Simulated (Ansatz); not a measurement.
System: Al (slab).

```
CELL_PARAMETERS angstrom
2.85774 0.00000 0.00000
0.00000 2.85774 0.00000
0.00000 0.00000 27.12437
ATOMIC_POSITIONS crystal
Al 0.50000 0.50000 0.27650
Al 0.00000 0.00000 0.35100
Al 0.50000 0.50000 0.42550
Al 0.00000 0.00000 0.50000
Al 0.50000 0.50000 0.57450
Al 0.00000 0.00000 0.64900
Al 0.50000 0.50000 0.72350
```

Computed without spin polarisation.

Level of theory: DFT PBE, scalar-relativistic, plane waves, PAW in Ansatz 0.2.0.

What will maps of the valence pseudo-density and electron localisation function show?

Al–Al (2.86 Å): ρ at the midpoint is about 0.2 e/Å³; the ELF peaks at about 0.65 between the atoms.

Does the calculation make it a metal, or give it a gap?

It is gapless in this calculation (a metal or semimetal).

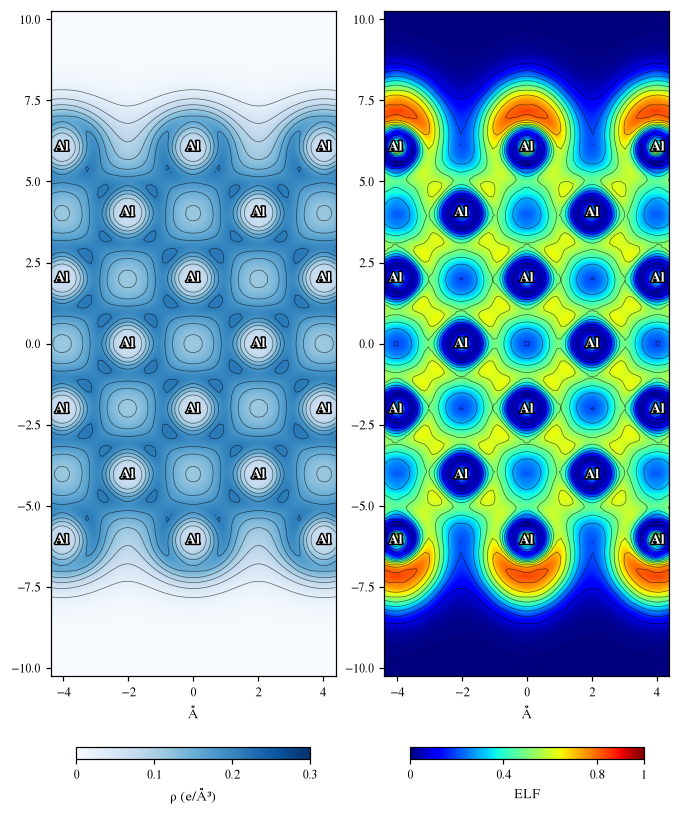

Computed valence pseudo-density and electron localisation function on the (110) plane of the calculation cell, a cut from vacuum to vacuum, in this order. 

Core electrons are frozen (PAW), and the valence fields are smoothed inside the atomic spheres.
